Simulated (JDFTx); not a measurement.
Run report: SnSe$_{2}$, single-point calculation

The run: single-point calculation of SnSe$_{2}$ (P-3m1, 3 atoms in the cell). Method and program: Kohn-Sham DFT of a periodic cell, PBE, PseudoDojo-SR-PBE-0.5-standard, no spin polarisation (JDFTx 1.7.0 (patched build)).

The structure derives from an entry of the Crystallography Open Database.

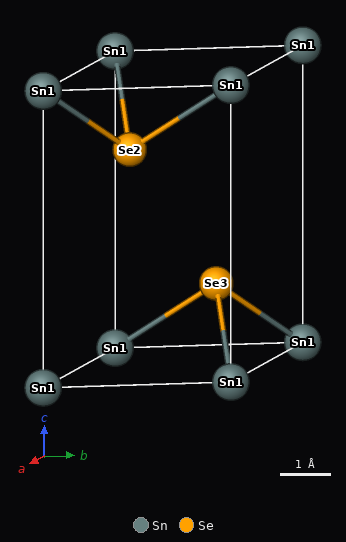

Figure 1. The structure (ball-and-stick view of the cell of the calculation, seen slightly off an axis; atoms are numbered from 1 in the order of the input).

**Summary**

| quantity | value |
| --- | --- |
| outcome | converged |
| space group (tolerance 0.01 Å) | P-3m1 (164) |
| electrons treated | 46 |
| free energy | −7904.6126 eV |
| gap on the k-point mesh | 0.77 eV |
| pressure | 5.86 GPa |
| largest force (length of the vector) | 0.774 eV/Å |
| hardware | 1 thread of Arm Neoverse N1, 24 GiB of memory available, shared host |
| wall time | 4.8 min |
| peak memory | 0.21 GiB |

Notes on the run: WARNING: the last solve of the electrons (or of bands or displaced states from it) ended unconverged. Points of doubt noted for this run: coarse mesh. The cell is under a pressure of 5.9 GPa at this level, so it is not at its equilibrium volume.

**Input file**
```
lattice Hexagonal 7.2017462609 11.5953595007
coords-type Lattice
ion Sn     0.0000000000     0.0000000000     0.0000000000 1
ion Se     0.6666666667     0.3333333333     0.7510000000 1
ion Se     0.3333333333     0.6666666667     0.2490000000 1

ion-species pseudo/Sn.upf
ion-species pseudo/Se.upf
elec-cutoff 43 344
elec-ex-corr gga-PBE
kpoint-folding 5 5 3
elec-smearing Fermi 0.0018374661
elec-n-bands 31
electronic-SCF nIterations 100 energyDiffThreshold 1e-09
electronic-minimize nIterations 30 energyDiffThreshold 1e-7
converge-empty-states yes
forces-output-coords Cartesian

dump-name run.$VAR
dump End Ecomponents EigStats BandEigs Kpoints Forces Stress ElecDensity Dtot KEdensity
```

Command:
```bash
jdftx -c 1 -i SnSe2.in -o SnSe2.out
```

**Log**
```
*************** JDFTx 1.7.0 (patched build) ***************

Input parsed successfully to the following command list (including defaults):
[... the input with its defaults ...]

---------- Setting up symmetries ----------

Found 24 point-group symmetries of the bravais lattice
Found 12 space-group symmetries with basis
Applied RMS atom displacement 3.39494e-10 bohrs to make symmetries exact.

---------- Initializing the Grid ----------
R =
[      7.20175     -3.60087            0  ]
[            0       6.2369            0  ]
[            0            0      11.5954  ]
unit cell volume = 520.823
G =
[   0.872453   0.503711         -0  ]
[          0    1.00742          0  ]
[          0         -0   0.541871  ]
Minimum fftbox size, Smin = [  64  64  100  ]
Chosen fftbox size, S = [  64  64  100  ]

---------- Initializing tighter grid for wavefunction operations ----------
R =
[      7.20175     -3.60087            0  ]
[            0       6.2369            0  ]
[            0            0      11.5954  ]
unit cell volume = 520.823
G =
[   0.872453   0.503711         -0  ]
[          0    1.00742          0  ]
[          0         -0   0.541871  ]
Minimum fftbox size, Smin = [  44  44  72  ]
Chosen fftbox size, S = [  48  48  72  ]

---------- Exchange Correlation functional ----------
Initalized PBE GGA exchange.
Initalized PBE GGA correlation.

---------- Setting up pseudopotentials ----------
Width of ionic core gaussian charges (only for fluid interactions / plotting) set to 0

Reading pseudopotential file 'pseudo/Sn.upf':
  'Sn' pseudopotential, 'PBE' functional
  Generated using ONCVPSP code by D. R. Hamann
  14 valence electrons, 3 orbitals, 6 projectors, 1001 radial grid points, with lMax = 2
    4D    l: 2   occupation: 10.0   eigenvalue: -0.949566
    5S    l: 0   occupation:  2.0   eigenvalue: -0.387678
    5P    l: 1   occupation:  2.0   eigenvalue: -0.135764
  Core radius for overlap checks: 2.33 bohrs.

Reading pseudopotential file 'pseudo/Se.upf':
  'Se' pseudopotential, 'PBE' functional
  Generated using ONCVPSP code by D. R. Hamann
  16 valence electrons, 3 orbitals, 6 projectors, 1001 radial grid points, with lMax = 2
    3D    l: 2   occupation: 10.0   eigenvalue: -1.952304
    4S    l: 0   occupation:  2.0   eigenvalue: -0.635300
    4P    l: 1   occupation:  4.0   eigenvalue: -0.239292
  Core radius for overlap checks: 1.83 bohrs.

Initialized 2 species with 3 total atoms.

Folded 1 k-points by 5x5x3 to 75 k-points.

---------- Setting up k-points, bands, fillings ----------
Reduced to 12 k-points under symmetry.
Computing the number of bands and number of electrons
Calculating initial fillings.
nElectrons:  46.000000   nBands: 31   nStates: 12

----- Setting up reduced wavefunction bases (one per k-point) -----
average nbasis = 7013.533 , ideal nbasis = 7014.346

---------- Setting up ewald sum ----------
Optimum gaussian width for ewald sums = 2.672719 bohr.
Real space sum over 1521 unit cells with max indices [  6  6  4  ]
Reciprocal space sum over 2873 terms with max indices [  6  6  8  ]

---------- Allocating electronic variables ----------
Initializing wave functions:  linear combination of atomic orbitals
Note: number of bands (31) exceeds available atomic orbitals (27)
Sn pseudo-atom occupations:   s ( 2 )  p ( 2 )  d ( 10 )
Se pseudo-atom occupations:   s ( 2 )  p ( 4 )  d ( 10 )
	FillingsUpdate:  mu: +0.363327557  nElectrons: 46.000000
LCAOMinimize: Iter:   0  F: -290.3472334749627066  |grad|_K:  4.521e-03  alpha:  1.000e+00
	FillingsUpdate:  mu: +0.346906037  nElectrons: 46.000000
LCAOMinimize: Iter:   1  F: -290.3940781575666961  |grad|_K:  3.334e-04  alpha:  3.621e-01  linmin: -2.880e-01  cgtest:  9.095e-01
LCAOMinimize: Encountered beta<0, resetting CG.
[... 6 lines of inner loops ...]
LCAOMinimize: Iter:   4  F: -290.3943674052059123  |grad|_K:  1.473e-06  alpha:  4.734e-01  linmin: -6.789e-06  cgtest:  1.433e-04
	FillingsUpdate:  mu: +0.345760904  nElectrons: 46.000000
LCAOMinimize: Iter:   5  F: -290.3943674132867727  |grad|_K:  1.526e-07  alpha:  6.462e-01  linmin:  1.741e-03  cgtest: -7.059e-03
LCAOMinimize: Converged (|Delta F|<1.000000e-06 for 2 iters).

-------- Electronic minimization -----------
Will mix electronic density at each iteration.
	FillingsUpdate:  mu: +0.345760904  nElectrons: 46.000000
	FillingsUpdate:  mu: +0.331086831  nElectrons: 46.000000
SCF: Cycle:  0   F: -290.439406523732032   dF: -4.504e-02   |Residual|: 9.657e-02   |deigs|: 1.243e-01
	FillingsUpdate:  mu: +0.327332890  nElectrons: 46.000000
SCF: Cycle:  1   F: -290.482200456065925   dF: -4.279e-02   |Residual|: 3.908e-02   |deigs|: 1.276e-02
	FillingsUpdate:  mu: +0.327348953  nElectrons: 46.000000
SCF: Cycle:  2   F: -290.488846080259179   dF: -6.646e-03   |Residual|: 1.531e-02   |deigs|: 4.020e-03
	FillingsUpdate:  mu: +0.328748048  nElectrons: 46.000000
SCF: Cycle:  3   F: -290.489106764608835   dF: -2.607e-04   |Residual|: 4.003e-03   |deigs|: 2.326e-03
	FillingsUpdate:  mu: +0.329067172  nElectrons: 46.000000
SCF: Cycle:  4   F: -290.489151536808777   dF: -4.477e-05   |Residual|: 2.022e-03   |deigs|: 6.625e-04
	FillingsUpdate:  mu: +0.329293794  nElectrons: 46.000000
SCF: Cycle:  5   F: -290.489155334350187   dF: -3.798e-06   |Residual|: 4.894e-04   |deigs|: 3.515e-04
	FillingsUpdate:  mu: +0.329361255  nElectrons: 46.000000
SCF: Cycle:  6   F: -290.489156295141129   dF: -9.608e-07   |Residual|: 1.643e-04   |deigs|: 1.016e-04
	FillingsUpdate:  mu: +0.329358254  nElectrons: 46.000000
SCF: Cycle:  7   F: -290.489156519244148   dF: -2.241e-07   |Residual|: 6.173e-05   |deigs|: 1.813e-05
	FillingsUpdate:  mu: +0.329359146  nElectrons: 46.000000
SCF: Cycle:  8   F: -290.489156638703264   dF: -1.195e-07   |Residual|: 2.904e-05   |deigs|: 2.461e-05
	FillingsUpdate:  mu: +0.329359076  nElectrons: 46.000000
SCF: Cycle:  9   F: -290.489156679409120   dF: -4.071e-08   |Residual|: 1.365e-05   |deigs|: 1.473e-05
	FillingsUpdate:  mu: +0.329359114  nElectrons: 46.000000
SCF: Cycle: 10   F: -290.489156705349501   dF: -2.594e-08   |Residual|: 8.223e-06   |deigs|: 2.211e-05
	FillingsUpdate:  mu: +0.329359184  nElectrons: 46.000000
SCF: Cycle: 11   F: -290.489156712460044   dF: -7.111e-09   |Residual|: 5.024e-06   |deigs|: 1.087e-05
	FillingsUpdate:  mu: +0.329359371  nElectrons: 46.000000
SCF: Cycle: 12   F: -290.489156717141668   dF: -4.682e-09   |Residual|: 3.226e-06   |deigs|: 1.048e-05
	FillingsUpdate:  mu: +0.329359433  nElectrons: 46.000000
SCF: Cycle: 13   F: -290.489156718357435   dF: -1.216e-09   |Residual|: 1.613e-06   |deigs|: 5.856e-06
	FillingsUpdate:  mu: +0.329359458  nElectrons: 46.000000
SCF: Cycle: 14   F: -290.489156719136076   dF: -7.786e-10   |Residual|: 1.157e-06   |deigs|: 9.885e-06
	FillingsUpdate:  mu: +0.329359459  nElectrons: 46.000000
SCF: Cycle: 15   F: -290.489156719336620   dF: -2.005e-10   |Residual|: 6.158e-07   |deigs|: 5.510e-06
SCF: Converged (|Delta E|<1.000000e-09 for 2 iters).

Setting wave functions to eigenvectors of Hamiltonian
Converging empty states (this may take a while):
EmptyStates: None of the convergence criteria satisfied.
|deigs|: 4.788e-05

# Stress tensor in Cartesian coordinates [Eh/a0^3]:
[ -0.000187283            0            0  ]
[            0 -0.000187283            0  ]
[            0            0 -0.000223277  ]

# Ionic positions in lattice coordinates:
ion Sn   0.000000000000000   0.000000000000000   0.000000000000000 1
ion Se   0.666666666666667   0.333333333333333   0.751000000000000 1
ion Se   0.333333333333333   0.666666666666667   0.249000000000000 1

# Forces in Cartesian coordinates:
force Sn   0.000000000000000   0.000000000000000   0.000000000000000 1
force Se  -0.000000000000000   0.000000000000000  -0.015057088318377 1
force Se   0.000000000000000  -0.000000000000000   0.015057088318377 1

# Energy components:
   Eewald =     -170.5240071136582571
       EH =       96.1333449714149992
     Eloc =     -251.8030779958372705
      Enl =     -128.6818490179843479
      Exc =      -70.5431809275646771
 Exc_core =       30.8216104455613618
       KE =      204.1080045883283560
-------------------------------------
     Etot =     -290.4891550497399066
       TS =        0.0000016695967259
-------------------------------------
        F =     -290.4891567193366200

IonicMinimize: Iter:   0  F: -290.489156719336620  |grad|_K:  7.098e-03
IonicMinimize: None of the convergence criteria satisfied after 0 iterations.

#--- Lowdin population analysis ---
# oxidation-state Sn +0.601
# oxidation-state Se -0.240 -0.240

Dumping 'run.eigStats' ...
	eMin: -1.406803 at state 1 ( [ +0.000000 +0.000000 +0.333333 ] spin 0 )
	HOMO: +0.315912 at state 0 ( [ +0.000000 +0.000000 +0.000000 ] spin 0 )
	mu  : +0.329359
	LUMO: +0.344261 at state 6 ( [ +0.000000 +0.400000 +0.333333 ] spin 0 )
	eMax: +0.743662 at state 10 ( [ +0.200000 +0.400000 +0.000000 ] spin 0 )
	HOMO-LUMO gap: +0.028349
	Optical gap  : +0.038993 at state 0 ( [ +0.000000 +0.000000 +0.000000 ] spin 0 )
WARNING: the last solve of the electrons (or of bands or displaced states from it) ended unconverged.
Done!
```

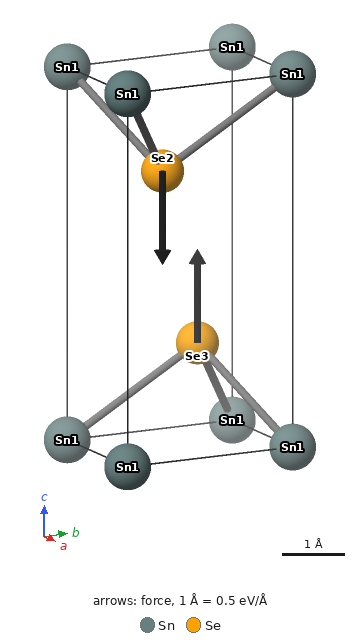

Figure 2. Forces on the atoms as black arrows (ball-and-stick view of the cell of the calculation, seen slightly off an axis; atoms are numbered from 1 in the order of the input). The largest act on Se2, Se3 (0.77 eV/Å). The geometry is not a stationary point of this energy.
